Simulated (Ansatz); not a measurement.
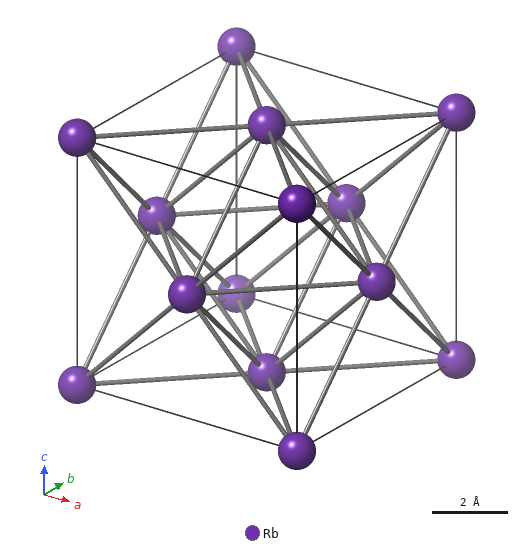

The figure gives a ball-and-stick picture of the atoms, viewed from a general direction. One conventional unit cell is framed, with atoms on its boundary repeated. Cell: a = 7.280 Å, b = 7.280 Å, c = 7.280 Å, α = 90.00°, β = 90.00°, γ = 90.00°.

What can be read from this drawing?

The element is rubidium. Symmetry: Fm-3m (No. 225), face-centred cubic lattice. Type of structure: face-centred cubic (Cu type). The cell holds four atoms. The Rb atoms are each bonded to twelve Rb in a cuboctahedral arrangement at about 5.1 Å. The bonds build a three-dimensional framework.

The structure was taken from a structure listed in the Materials Project. Earlier steps of the study may have refined or changed the cell and positions. It was set up as input for a calculation with Ansatz.
